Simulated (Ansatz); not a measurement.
# CsSnI3: what the fields show

The calculation's input:

```
crystal:
  lattice:
    - [6.2260824455, 0.0, 0.0]
    - [0.0, 6.2260824455, 0.0]
    - [0.0, 0.0, 5.7660270923]
  atoms:
    - { symbol: Cs, position: [0.0, 0.0, 0.0] }
    - { symbol: Sn, position: [0.5, 0.5, 0.5] }
    - { symbol: I, position: [0.0, 0.5, 0.5] }
    - { symbol: I, position: [0.5, 0.0, 0.5] }
    - { symbol: I, position: [0.5, 0.5, 0.0] }
basis:
  ecutwfc: 420
kpoints:
  mp_grid: { grid: [6, 6, 6] }
hamiltonian:
  xc: pbesol
scf:
  occupations: { method: gaussian, width: 0.01 }
output:
  forces: true
  stress: true
  eigenvalues: true
  write_density: true
  write_potential: true
  elf: true
  volumetric_format: npy
relax:
  adjacent_minimum: "off"
  f_tol: 0.008
  max_steps: 40
  cell: { stress_tol: 0.015, fix: [c, angles] }
```

Command:

```sh
ansatz run input.yaml --threads 1 --pin off --max-ram 2560MiB --backend cpu --events-out ev --progress --plain --runs-dir out
```

Below, planes, directions and counts refer to the conventional cell (a = 6.17 Å, b = 6.17 Å, c = 5.77 Å, α = 90.00°, β = 90.00°, γ = 90.00°).

The fields are those of the run's last geometry, not of the input's.

Space group P4/mmm; changed on purpose from its base cell (uniaxial strain along c, a, b and atoms relaxed: -6.0 %).

Computed with DFT PBEsol, scalar-relativistic, plane waves, PAW in Ansatz 0.2.0.

In a PAW calculation such maps are meaningful between the atoms, not at the nuclei.

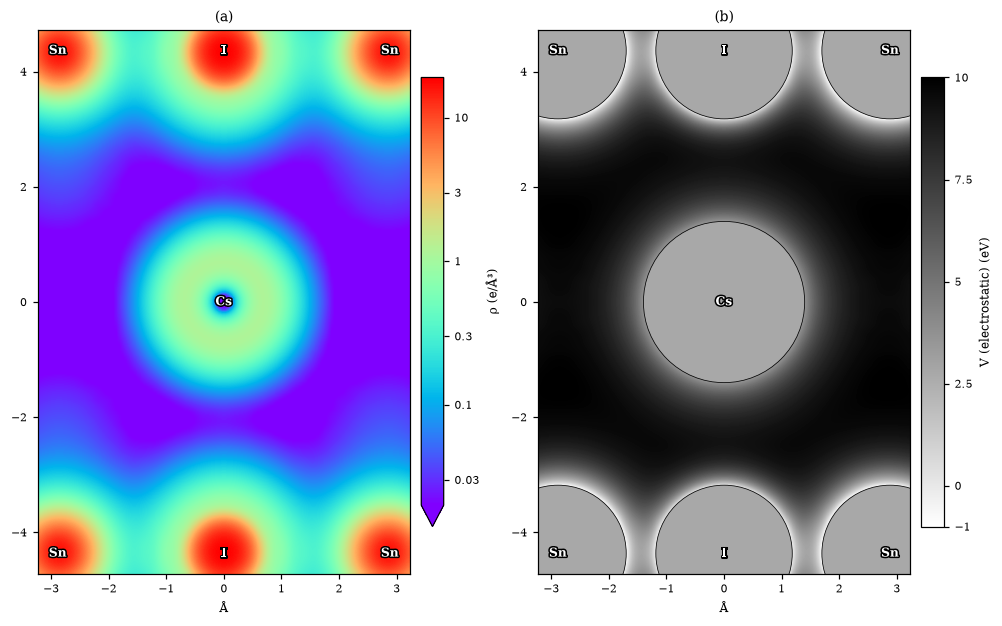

Figure 1. (a) valence electron density; (b) electrostatic potential energy of an electron on the (110) plane of the conventional cell. Grey discs cover the atomic cores in the potential map.

Question: Describe what can be read from this map.

Answer: The section cuts through Cs, Sn and I sites. Sn–I (2.88 Å): ρ at the midpoint is about 0.34 e/Å³. Cs–I (4.37 Å): the density is about 0.03 e/Å³ at the midpoint. The density dies away to nearly zero in the voids. Outside the cores the potential energy rises away from the atoms and is highest about 2.3 Å from the nearest atoms; its zero is arbitrary.

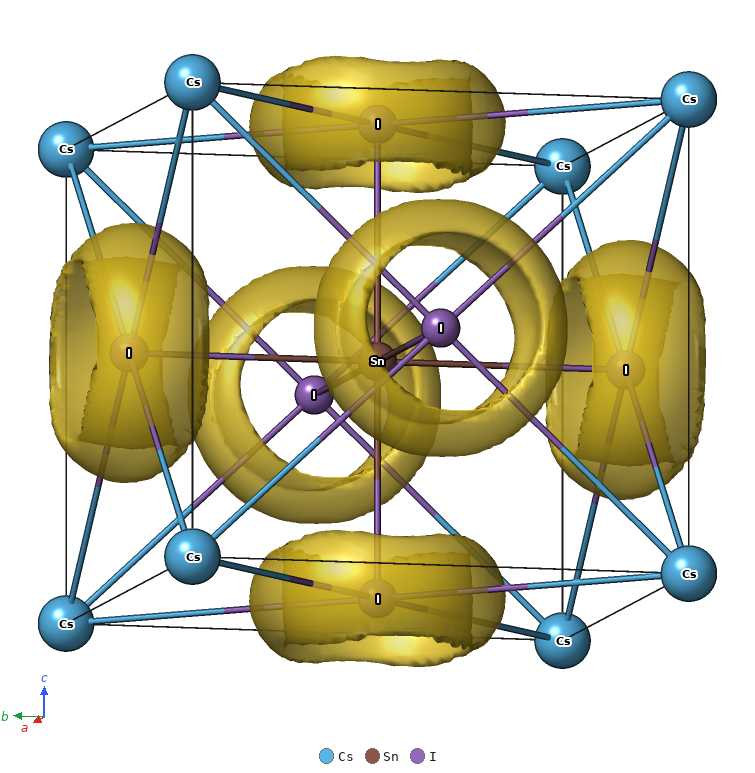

Figure 2. Isosurface of the electron localisation function at 0.75 (yellow), seen at an oblique angle. Core shells and regions of very low density are left out. Sticks mark near contacts.

Question: Identify the bonds, lone pairs and shells in this picture.

Answer: At this value the surface marks out three regions wrapped around I (the valence shell of each), counted in one cell of 5 atoms. Regions shared between cells count once.


Sn–I (2.88 Å): the ELF is about 0.45 at the midpoint. Cs–I (4.22 Å): the ELF peaks at about 0.80 in the valence shell of I, 1.4 Å from its nucleus, and drops to about 0 between the two atoms: no shared electron pair shows on this line.

Question: Does the calculation make it a metal, or give it a gap?

Answer: It is gapless in this calculation (a metal or semimetal).
